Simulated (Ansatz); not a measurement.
# HfS5: what the fields show

Input file:

```
crystal:
  lattice:
    - [4.6508123972, 0.0, 0.0]
    - [-2.3254061986, 4.0277216842, 0.0]
    - [0.0, 0.0, 6.8974861716]
  atoms:
    - { symbol: Hf, position: [0.0, 0.0, 0.0] }
    - { symbol: S, position: [0.5, 0.0, 0.5] }
    - { symbol: S, position: [0.5, 0.5, 0.5] }
    - { symbol: S, position: [0.0, 0.5, 0.5] }
    - { symbol: S, position: [0.3333333333, 0.6666666667, 0.0] }
    - { symbol: S, position: [0.6666666667, 0.3333333333, 0.0] }
basis:
  ecutwfc: 420
kpoints:
  mp_grid: { grid: [12, 12, 6] }
hamiltonian:
  xc: pbe
scf:
  occupations: { method: gaussian, width: 0.1 }
output:
  forces: true
  stress: true
  eigenvalues: true
  write_density: true
  write_potential: true
  elf: true
  volumetric_format: npy
relax:
  adjacent_minimum: "off"
  f_tol: 0.01
  max_steps: 80
  cell: { stress_tol: 0.05 }
```

Command:

```sh
ansatz run input.yaml --threads 1 --pin off --max-ram 2560MiB --backend cpu --events-out ev --progress --plain --runs-dir out
```

Below, planes, directions and counts refer to the conventional cell (a = 4.64 Å, b = 4.64 Å, c = 7.00 Å, α = 90.00°, β = 90.00°, γ = 120.00°).

The fields are those of the run's last geometry, not of the input's.

Space group P6/mmm; a structure generated by program, which may or may not match a known phase.

Computed with Ansatz 0.2.0, DFT PBE, scalar-relativistic, plane waves, PAW.

The density is the valence pseudo-density of a PAW calculation; it isn't the true density close to the nuclei.

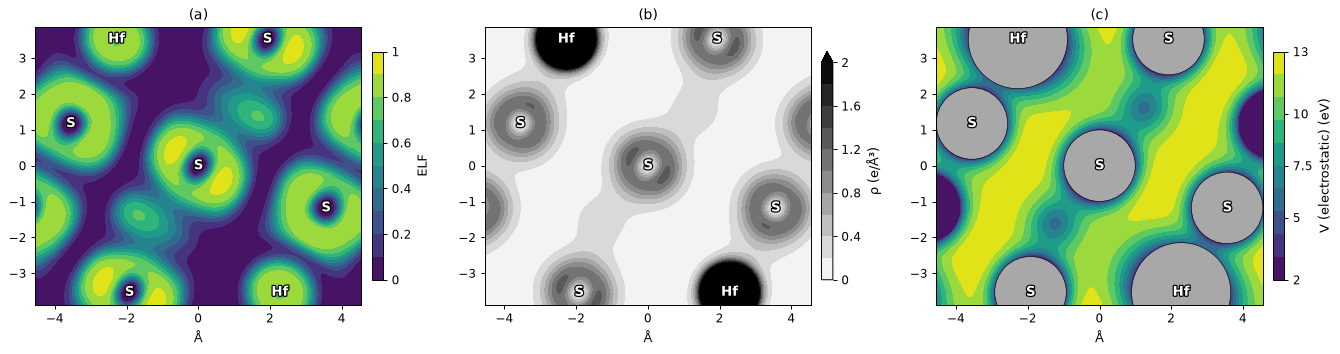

Figure 1. (a) electron localisation function; (b) valence electron density; (c) electrostatic potential energy of an electron on the (111) plane of the conventional cell. Grey discs cover the atomic cores in the potential map.

### What does the map show?

Atoms in the plane: Hf and S. Hf–S (2.68 Å): ρ is about 0.37 e/Å³ halfway; the ELF peaks at about 0.90 in the valence shell of S, 0.8 Å from its nucleus, and is about 0.40 at the midpoint. Between the atoms the lowest density in this plane is 0.02 e/Å³. The features right at Hf lie inside the PAW spheres, where the map follows smoothed inner orbitals and isn't to be read closely. Outside the cores the potential energy rises away from the atoms and is highest about 1.9 Å from the nearest atoms; its zero is arbitrary.

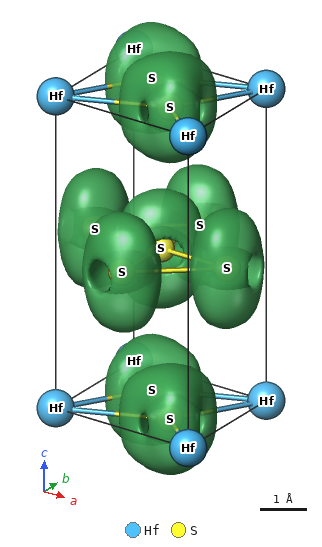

Figure 2. Isosurface of the ELF at 0.75 (green), seen slightly off an axis. Only the valence region is drawn (cores and ρ < 0.01 e/Å³ removed). Sticks mark near contacts.

### Describe the localisation domains.

The surface consists of five regions wrapped around S (the valence shell of each), counted in one cell of 6 atoms. Regions shared between cells count once.


S–S (2.32 Å): the ELF peaks at about 0.75 in the valence shell of S, 0.8 Å from its nucleus, and drops to about 0.55 between the two atoms.

### Does the calculation make it a metal, or give it a gap?

It is metallic or semimetallic at this level of theory: no gap opens.
